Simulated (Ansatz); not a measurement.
**Single-point calculation, with input and output: MoS$_{2}$**

- system: MoS$_{2}$ (slab, 15 atoms in the cell)
- method: DFT PBEsol, scalar-relativistic, plane waves, PAW, no spin polarisation (Ansatz 0.2.0)

The structure derives from an entry of the Crystallography Open Database. It belongs to a series of runs on one base structure; here: (0 0 1) slab cut from the bulk.

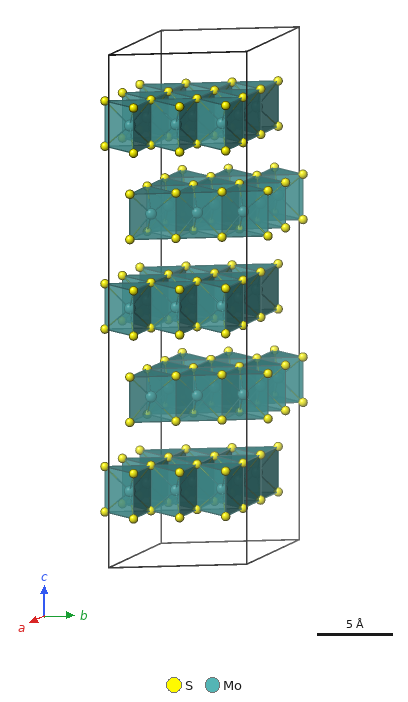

The structure as given in the input (polyhedral view of the 3 × 3 repeat of the cell, with the vacuum cut short, seen slightly off an axis; polyhedra are completed across the faces of the cell). An atom can appear more than once, as a periodic image.

### Input
```yaml
crystal:
  lattice:
    - [3.1414322221, 0.0, 0.0]
    - [-1.570716111, 2.7205601086, 0.0]
    - [0.0, 0.0, 43.2758314468]
  atoms:
    - { symbol: S, position: [0.3333333333, 0.6666666667, 0.1733068955] }
    - { symbol: Mo, position: [0.6666666667, 0.3333333333, 0.2093338485] }
    - { symbol: S, position: [0.3333333333, 0.6666666667, 0.2453608015] }
    - { symbol: S, position: [0.6666666667, 0.3333333333, 0.3186399713] }
    - { symbol: Mo, position: [0.3333333333, 0.6666666667, 0.3546669243] }
    - { symbol: S, position: [0.6666666667, 0.3333333333, 0.3906938773] }
    - { symbol: S, position: [0.3333333333, 0.6666666667, 0.463973047] }
    - { symbol: Mo, position: [0.6666666667, 0.3333333333, 0.5] }
    - { symbol: S, position: [0.3333333333, 0.6666666667, 0.536026953] }
    - { symbol: S, position: [0.6666666667, 0.3333333333, 0.6093061227] }
    - { symbol: Mo, position: [0.3333333333, 0.6666666667, 0.6453330757] }
    - { symbol: S, position: [0.6666666667, 0.3333333333, 0.6813600287] }
    - { symbol: S, position: [0.3333333333, 0.6666666667, 0.7546391985] }
    - { symbol: Mo, position: [0.6666666667, 0.3333333333, 0.7906661515] }
    - { symbol: S, position: [0.3333333333, 0.6666666667, 0.8266931045] }
basis:
  ecutwfc: 420
kpoints:
  mp_grid: { grid: [9, 9, 1] }
hamiltonian:
  xc: pbesol
scf:
  occupations: { method: gaussian, width: 0.05 }
output:
  forces: true
  stress: true
  eigenvalues: true
  write_density: true
  write_potential: true
  elf: true
  volumetric_format: npy
efield:
  axis: 3
  dipole_correction: true
  ramp_width: 0.04
```

Hardware: 2 threads of AMD EPYC (Zen 3), 144 GiB of memory available, shared host.

Launched with:
```bash
ansatz run input.yaml --threads 2 --pin off --max-ram 5120MiB --backend cpu --events-out ev --progress --plain --runs-dir out
```

### Output
```
Engine: ansatz 0.2.0, x86_64-unknown-linux-gnu
Pseudopotentials: kind: paw
Pseudopotential: S, paw, valence charge 6, recommended cutoff 420 eV (normal), S.paw.azcp
Pseudopotential: Mo, paw, valence charge 14, recommended cutoff 420 eV (normal), Mo.paw.azcp
Functional definition: PBEsol
  exchange = pbesol_x
  correlation = pbesol_c
Crystal: 15 atoms, lattice volume = 369.855 Å³
Basis set: ecut = 420 eV, 7153 PW (Γ), exchange–correlation on 48×48×600 points (8 copies of the dense FFT grid, shifted against one another)
Bands: 80, of which v1, the nominal top of the filled ones, is band 65 counted from 1 (64 counted from 0)
Symmetry: 6 space group operations
k-points: 12 of 81 (time reversal used)
Non-local potential: S, projectors of the file, l = 0: 2, l = 1: 2, l = 2: 2
Non-local potential: Mo, projectors of the file, l = 0: 3, l = 1: 2, l = 2: 2, l = 3: 1
PAW form: soft (Blöchl's): semilocal exchange-correlation on the pseudo side does not see the compensation charge
PAW frozen core: S, regenerated for the run's functional, and the local potential with it (the file was generated under x = pbe(κ = 0.804, μ = 0.2195149727645171), c = pbe(β = 0.06672455060314922))
PAW frozen core: Mo, regenerated for the run's functional, and the local potential with it (the file was generated under x = pbe(κ = 0.804, μ = 0.2195149727645171), c = pbe(β = 0.06672455060314922))
PAW one-centre angular grid: S, 110 points (default); XC on 64 Gauss nodes
PAW one-centre angular grid: Mo, 590 points (default); XC on 64 Gauss nodes
Initial density: superposition of atomic densities (neutral atoms: chi_scale 0, normalization atom), corrected by the library's trained network
Initial wavefunctions: pseudopotential atomic-orbital guess
Functional: x = pbesol(κ = 0.804, μ = 0.12345679012345678), c = pbesol(β = 0.046)
SCF iter   1: F=—  HF=-33350.819693 eV  |F-HF|=—  |Δ(HF+E_count)|=         —  Δρ=6.02e-3  dr2=1.87e-1  ethr=1.77e-3  p=0.000 e·Å  D=1.11e-13 V/Å  ΔV_dip=-0.00 eV  dr2_dipole=4.18e-8  V_vac-E_F(+/−)=4.81/4.81 eV  ⟨swp⟩=7.7  Hψ=4468  notcnv=0
efield: sawtooth ramp at fractional position 0.9800 (placed from the atoms, in the widest stretch of the axis that holds none; the zero of the levels goes with the place), width 0.0400; the density the first Hamiltonian is built on has a dipole p = 0.000 e·Å; the dipole correction subtracts the counter field D = 1.11e-13 V/Å, which shifts the + side's vacuum level by -0.00 eV against the − side's; the planar-averaged density in the ramp window peaks in size at 6.1e-5 e/Å³
preconditioner: auto → Resta (q_TF=auto, 2.292 Å⁻¹)  ε∞=6.5  [insulator: Δε(μ)=1.066 eV  Ē_g=7.826 eV  σ=0.050 eV  W_gap=1.00  n_scr=30 (ndim 8)  ℏωp=18.3 eV  f_vac=0.277  D(μ)=0.00/eV (n_scr^D=0)  ε∞_Penn≈6.5  vacuum switching on, ρ_ref=4.4e-3 e/Å³]
SCF iter   2: F=—  HF=-33350.819187 eV  |F-HF|=—  |Δ(HF+E_count)|=   5.06e-4  Δρ=3.22e-3  dr2=2.60e-2  ethr=1.44e-4  p=0.000 e·Å  D=1.46e-5 V/Å  ΔV_dip=-0.00 eV  dr2_dipole=3.03e-8  V_vac-E_F(+/−)=4.91/4.91 eV  ⟨swp⟩=2.2  Hψ=1548  notcnv=0  defer=84
SCF iter   3: F=—  HF=-33350.822117 eV  |F-HF|=—  |Δ(HF+E_count)|=   2.93e-3  Δρ=1.71e-3  dr2=6.53e-3  ethr=2.00e-5  p=-0.000 e·Å  D=-1.24e-6 V/Å  ΔV_dip=0.00 eV  dr2_dipole=2.37e-9  V_vac-E_F(+/−)=4.87/4.87 eV  ⟨swp⟩=2.1  Hψ=1324  notcnv=0  defer=84
SCF iter   4: F=—  HF=-33350.824266 eV  |F-HF|=—  |Δ(HF+E_count)|=   2.15e-3  Δρ=3.42e-4  dr2=1.08e-3  ethr=5.03e-6  p=0.000 e·Å  D=5.75e-8 V/Å  ΔV_dip=-0.00 eV  dr2_dipole=1.19e-9  V_vac-E_F(+/−)=4.85/4.85 eV  ⟨swp⟩=2.1  Hψ=1410  notcnv=0  defer=84
SCF iter   5: F=—  HF=-33350.824221 eV  |F-HF|=—  |Δ(HF+E_count)|=   4.41e-5  Δρ=1.32e-4  dr2=1.02e-4  ethr=8.34e-7  p=-0.000 e·Å  D=-2.01e-6 V/Å  ΔV_dip=0.00 eV  dr2_dipole=3.28e-11  V_vac-E_F(+/−)=4.86/4.86 eV  ⟨swp⟩=2.4  Hψ=1407  notcnv=0  defer=84
SCF iter   6: F=—  HF=-33350.824240 eV  |F-HF|=—  |Δ(HF+E_count)|=   1.85e-5  Δρ=3.67e-5  dr2=9.74e-6  ethr=7.85e-8  p=-0.000 e·Å  D=-1.28e-6 V/Å  ΔV_dip=0.00 eV  dr2_dipole=2.29e-10  V_vac-E_F(+/−)=4.85/4.85 eV  ⟨swp⟩=2.0  Hψ=1369  notcnv=0  defer=84
SCF iter   7: F=—  HF=-33350.823814 eV  |F-HF|=—  |Δ(HF+E_count)|=   4.25e-4  Δρ=1.28e-5  dr2=2.79e-6  ethr=7.49e-9  p=0.000 e·Å  D=1.66e-6 V/Å  ΔV_dip=-0.00 eV  dr2_dipole=1.12e-9  V_vac-E_F(+/−)=4.85/4.85 eV  ⟨swp⟩=2.1  Hψ=1417  notcnv=0  defer=87
SCF iter   8: F=—  HF=-33350.823815 eV  |F-HF|=—  |Δ(HF+E_count)|=   4.08e-7  Δρ=1.16e-5  dr2=1.97e-6  ethr=2.14e-9  p=-0.000 e·Å  D=-2.92e-6 V/Å  ΔV_dip=0.00 eV  dr2_dipole=1.97e-9  V_vac-E_F(+/−)=4.85/4.85 eV  ⟨swp⟩=2.0  Hψ=1301  notcnv=0  defer=87
SCF iter   9: F=—  HF=-33350.823815 eV  |F-HF|=—  |Δ(HF+E_count)|=   1.66e-7  Δρ=4.19e-6  dr2=1.68e-7  ethr=1.51e-9  p=-0.000 e·Å  D=-1.76e-8 V/Å  ΔV_dip=0.00 eV  dr2_dipole=2.45e-11  V_vac-E_F(+/−)=4.85/4.85 eV  ⟨swp⟩=2.0  Hψ=1238  notcnv=0  defer=87
SCF iter  10: F=-33350.823815 eV  HF=-33350.823815 eV  |F-HF|=6.90e-8  |Δ(HF+E_count)|=   2.33e-8  Δρ=2.65e-6  dr2=8.37e-8  ethr=7.69e-11  p=0.000 e·Å  D=6.43e-8 V/Å  ΔV_dip=-0.00 eV  dr2_dipole=1.12e-11  V_vac-E_F(+/−)=4.85/4.85 eV  ⟨swp⟩=17.1  Hψ=8391  notcnv=0
SCF 1 converged in 10 iterations: F = -33350.823815 eV  dr2 = 8.37e-8
  greatest PAW one-centre occupation: 0.999 electrons in one spin orbital (limit 2), on the Mo atom at site 4 (counted from 0), in its partial waves of l = 0
```

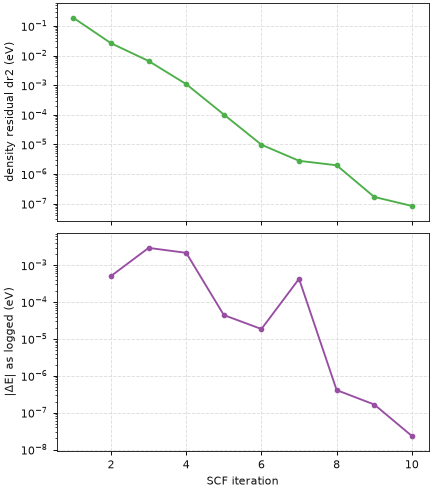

Convergence of the self-consistent field: density residual dr2 and size of the energy change against the SCF iteration. The residual falls at every step.

```
WARN: The output density's exchange-correlation potential varies sharply where the density is thin. Do not read a vacuum level from v_tot or v_xc, or from such a field of the output density. On a cell that repeats whose density bears no net charge and no dipole along the vacuum's axis use v_es (v_loc + v_h of the components); under efield.dipole_correction with no amplitude use v_es + v_field, which holds any external_charges[].barrier, or the levels of the report's work_function block, which leave it out; under a non-zero efield.amplitude the vacuum is tilted and has no level; on a cell that repeats and bears such a dipole with no correction it is tilted too, and efield.dipole_correction with no amplitude gives each side of its ramp a level where efield: is served; in a cell that repeats whose density bears a net charge (total_charge, or a fill off its count) it is curved and has none; of a slab under crystal.periodic whose density bears no net charge use v_es, which has a level on each side, short of where the two are joined; of another it falls or rises all the way out and has none; of a slab beside external_charges read slab_vacuum_level instead, which it has where they leave it neutral. The grid or the basis barely resolves most such structure, and the values can differ between equally converged runs; as a rule a tighter scf.convergence.dr2_threshold does not remove it. Where the density itself ripples (under the LDA too) a higher basis.ecutwfc lessens it. The files hold the spikes' plane waves up to the density's cutoff. Files: v_tot_of_output_density and the like, and their columns of v_z.tsv (output.write_potential); v_xc_of_output_density and the like, and their columns of v_comp_z.tsv (output.write_potential_components). Measured: with its Gaussian average of σ = 0.25 Å subtracted twice, the exchange-correlation potential is over 0.1 eV at 3 of the grid points where the equally averaged density (valence and model cores) is under 1e-3 e/Å³, and 0.139 eV at the most among them, at an averaged density of 2.8e-9 e/Å³. See output.write_potential in the manual, Limitations
SCF converged after 10 iterations
Free energy (F): -33350.823815 eV
Harris-Foulkes:  -33350.823815 eV  (|F-HF|=6.90e-8)
Internal energy: -33350.823815 eV  (E = F + TS)
E sigma→0 (E₀):  -33350.823815 eV
Fermi energy:    6.803725 eV
Dipole field:    D = -0.000003 V/Å  (p = -0.000007 e·Å, saw-weighted, corrected)
Work function:   Φ+ = 4.8444 eV   Φ− = 4.8443 eV
Levels:          The Fermi level and band energies are counted from a zero that moves with the ramp; work functions are not
--- Per-component energies (eV) ---
  E_band       = -1370.648128
  E_kinetic    = 3283.210383
  E_local      = -112914.754222  (includes V_loc(G=0)·N_el)
  E_nonlocal   = 1007.120961
  E_hartree    = 55025.566103
  E_xc         = -1878.958703
  E_vxc        = -2023.598172  (∫ρ·V_xc dr)
  E_paw        = -21559.578972  (= ΣΔE_a)
  E_vpaw       = -773.698124  (= ΣTr[D̂ρ^β])
  E_aug_tail   = 0.000151  (compensation charges beyond the density's cutoff)
  E_efield     = 0.000000  (sawtooth field / dipole correction)
  E_vefield    = 0.000000  (∫n·V_field dr)
  E_ewald      = 43684.904494
  E_core_change = 1.665990  (= ΣΔE_core)
  E_smearing   = -0.000000  (= −TS)
  E_closure    = 0.000000  (closes the sum)
  Σ components = -33350.823815   (vs F -33350.823815, Δ=0.00e0)
--- Forces (eV/Å), atoms counted from 1 ---
  atom   1  S     -0.00000000    -0.00000000     0.02128513
  atom   2  Mo    -0.00000000    -0.00000000    -0.02233449
  atom   3  S     -0.00000000    -0.00000000     0.00132487
  atom   4  S      0.00000000     0.00000000     0.00037963
  atom   5  Mo     0.00000000     0.00000000    -0.00013129
  atom   6  S      0.00000000     0.00000000    -0.00074271
  atom   7  S     -0.00000000    -0.00000000     0.00074076
  atom   8  Mo    -0.00000000    -0.00000000     0.00000052
  atom   9  S     -0.00000000    -0.00000000    -0.00074070
  atom  10  S      0.00000000     0.00000000     0.00074099
  atom  11  Mo     0.00000000     0.00000000     0.00013295
  atom  12  S      0.00000000     0.00000000    -0.00037854
  atom  13  S     -0.00000000    -0.00000000    -0.00133249
  atom  14  Mo    -0.00000000    -0.00000000     0.02233850
  atom  15  S     -0.00000000    -0.00000000    -0.02127924
  max |Σ_I F_I| component: 3.89e-6 eV/Å
--- Stress (GPa, compression-positive) ---
       -0.024312      -0.000000       0.000000
       -0.000000      -0.024312       0.000000
        0.000000       0.000000      -0.029373
  P = ⅓ Tr σ = -0.0260 GPa (-0.260 kbar)
--- Band table (eV; the first three rows and the last of 12) ---
  k-point 0: bands = ["-55.0249", "-55.0247", "-55.0247", "-55.0233", "-55.0233", "-29.2315", "-29.2314", "-29.2314", "-29.2300", "-29.2299", "-28.9668", "-28.9668", "-28.9667", "-28.9667", "-28.9667", "-28.9667", "-28.9649", "-28.9649", "-28.9649", "-28.9649", "-8.6523", "-8.6151", "-8.5632", "-8.5105", "-8.4726", "-7.3517", "-7.2796", "-7.1892", "-7.1062", "-7.0497", "-0.5053", "-0.3593", "-0.1495", "0.0747", "0.2485", "3.0039", "3.0553", "3.0553", "3.0578", "3.0578", "3.0608", "3.0608", "3.0641", "3.0641", "3.0644", "3.0644", "3.3165", "3.7473", "4.2024", "4.2024", "4.2097", "4.2097", "4.2187", "4.2187", "4.2263", "4.2263", "4.2271", "4.2304", "4.2304", "4.6940", "5.2641", "5.6021", "5.8980", "6.1095", "6.2337", "8.5527", "8.5527", "8.5562", "8.5562", "8.5624", "8.5624", "8.5696", "8.5696", "8.5722", "8.5722", "8.7807", "8.7807", "8.8084", "8.8084", "8.8421"]
  k-point 1: bands = ["-55.0196", "-55.0195", "-55.0194", "-55.0181", "-55.0180", "-29.2212", "-29.2211", "-29.2211", "-29.2197", "-29.2196", "-29.0188", "-29.0187", "-29.0187", "-29.0169", "-29.0169", "-28.9786", "-28.9784", "-28.9784", "-28.9766", "-28.9766", "-8.4585", "-8.4219", "-8.3706", "-8.3183", "-8.2806", "-7.2641", "-7.1952", "-7.1095", "-7.0314", "-6.9784", "-0.2907", "-0.1486", "0.0576", "0.2808", "0.4563", "2.6133", "2.6444", "2.6511", "2.6533", "2.6644", "2.6685", "2.8635", "3.1334", "3.2532", "3.2572", "3.2621", "3.2664", "3.2676", "3.3471", "3.4656", "3.9078", "3.9163", "3.9268", "3.9358", "3.9408", "4.3570", "4.4119", "4.5290", "4.7333", "5.0186", "5.2658", "5.5472", "5.7433", "5.8707", "5.9397", "8.3091", "8.3254", "8.3373", "8.3399", "8.3624", "8.3624", "8.4405", "8.4677", "8.5057", "8.5363", "8.5543", "8.5816", "8.6200", "8.6599", "8.6902"]
  k-point 2: bands = ["-55.0062", "-55.0061", "-55.0061", "-55.0047", "-55.0047", "-29.1950", "-29.1949", "-29.1949", "-29.1935", "-29.1935", "-29.1487", "-29.1485", "-29.1485", "-29.1467", "-29.1467", "-29.0082", "-29.0081", "-29.0081", "-29.0063", "-29.0062", "-7.9284", "-7.8943", "-7.8460", "-7.7961", "-7.7599", "-7.0248", "-6.9654", "-6.8935", "-6.8295", "-6.7868", "0.1616", "0.2800", "0.4534", "0.6436", "0.7934", "1.8534", "1.8577", "1.8752", "1.8776", "1.9858", "2.0076", "2.1541", "2.2969", "2.3983", "2.4514", "3.3123", "3.3221", "3.3348", "3.3463", "3.3534", "3.7677", "3.7767", "3.7874", "3.7960", "3.8007", "4.1819", "4.2699", "4.4153", "4.5994", "4.7803", "4.9906", "5.0669", "5.1126", "5.1304", "5.1343", "7.6454", "7.7556", "7.9139", "8.0906", "8.1511", "8.1826", "8.2256", "8.2625", "8.2681", "8.2985", "8.4228", "8.5610", "8.6813", "8.7770", "8.8395"]
  k-point 11: bands = ["-54.9739", "-54.9738", "-54.9738", "-54.9724", "-54.9724", "-29.2923", "-29.2922", "-29.2922", "-29.2903", "-29.2903", "-29.2424", "-29.2423", "-29.2423", "-29.2404", "-29.2404", "-29.1317", "-29.1316", "-29.1316", "-29.1302", "-29.1302", "-6.2418", "-6.2417", "-6.2417", "-6.2343", "-6.2343", "-6.2197", "-6.2196", "-6.2196", "-6.2078", "-6.2078", "0.0259", "0.0497", "0.0820", "0.1134", "0.1351", "0.9044", "0.9071", "0.9138", "0.9338", "0.9357", "1.3792", "1.4217", "1.4754", "1.5248", "1.5581", "1.9964", "2.0002", "2.0720", "2.0774", "2.1210", "2.6214", "2.6483", "2.7219", "2.7706", "2.8048", "3.4835", "3.5083", "3.5244", "3.5688", "3.5745", "5.6063", "5.6322", "5.6682", "5.7045", "5.7306", "7.4804", "7.4805", "7.4809", "7.4836", "7.4837", "8.3001", "8.4589", "8.6817", "8.9146", "9.0928", "9.3213", "9.3254", "9.3394", "9.3602", "9.3652"]
```

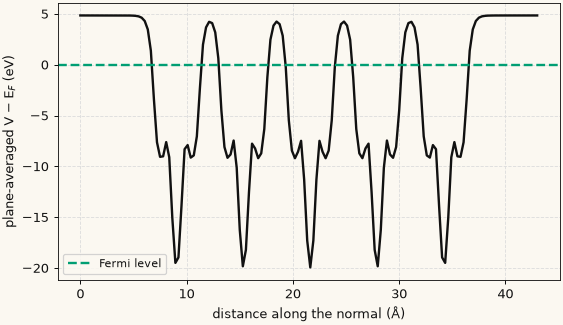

Plane average of the electrostatic potential energy of an electron across the cell, from the Fermi level. The vacuum level lies 4.84 eV above the Fermi level.

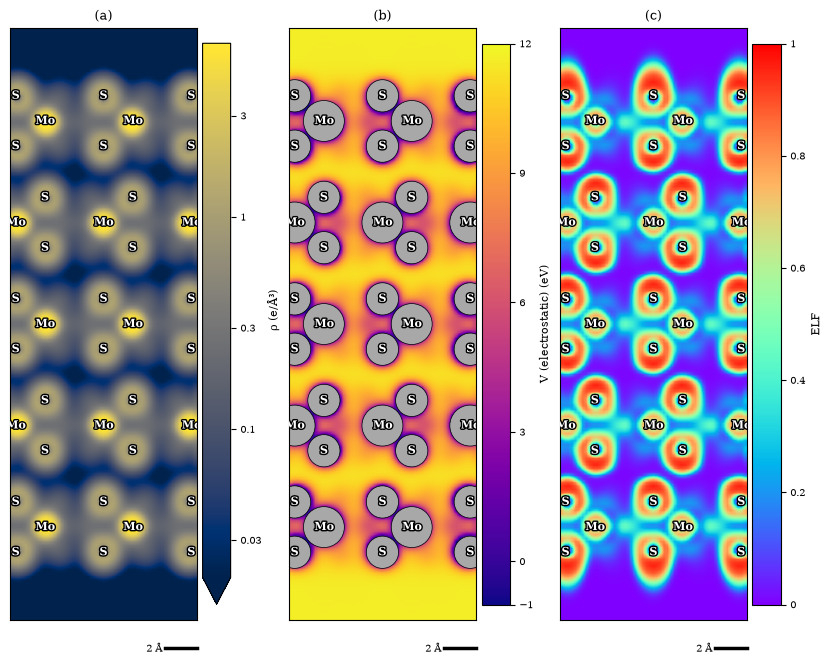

(a) valence pseudo-density; (b) electrostatic potential energy of an electron; (c) ELF on the (110) plane of the calculation cell, a cut from vacuum to vacuum. Grey discs, where drawn, cover atomic cores. The section cuts through S and Mo sites. Mo–S (2.39 Å): the density is about 0.62 e/Å³ at the midpoint; the ELF is about 0.45 at the midpoint. The density dies away to nearly zero in the vacuum. The strong features right at Mo lie inside the PAW spheres (semicore, d or f shells) and say nothing about bonding. The fields are those of the smooth PAW valence density.

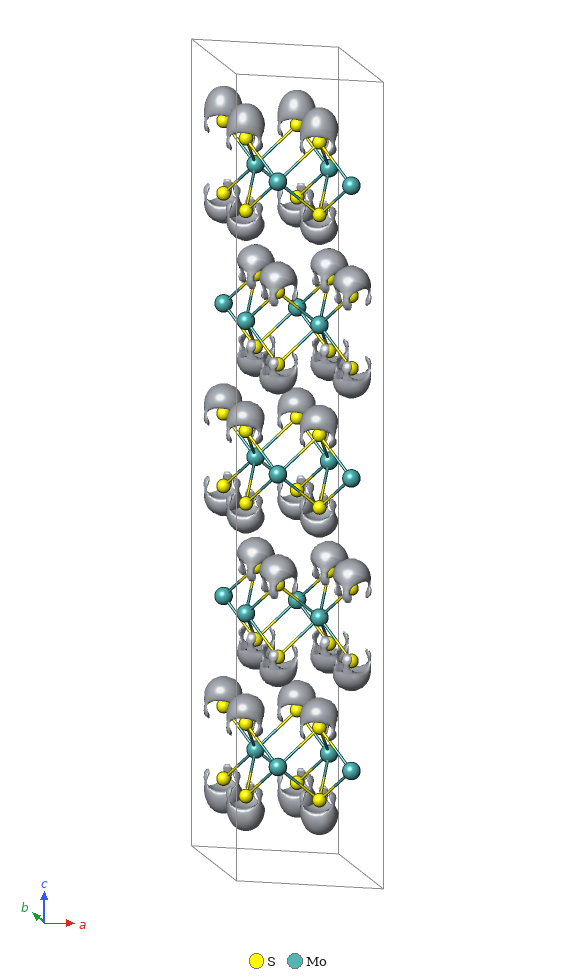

Isosurface of the ELF at 0.85 (grey), seen slightly off an axis. Only the valence region is drawn (cores and ρ < 0.01 e/Å³ removed). Sticks mark near contacts. Along the contacts the grid gives the following. Mo–S (2.39 Å): the ELF is about 0.45 at the midpoint.

### Summary

- outcome: converged
- electrons treated: 130
- free energy: −33350.8238 eV
- work function, top face: 4.84 eV
- work function, bottom face: 4.84 eV
- Fermi energy: 6.804 eV
- gap on the k-point mesh: 1.15 eV
- work function (upper face): 4.84 eV
- largest force (length of the vector): 0.022 eV/Å
- wall time: 30 s (CPU time 58 s)
- peak memory: 0.83 GiB

### Notes

Warnings of the run: the exchange-correlation potential is rough where the density is thin.
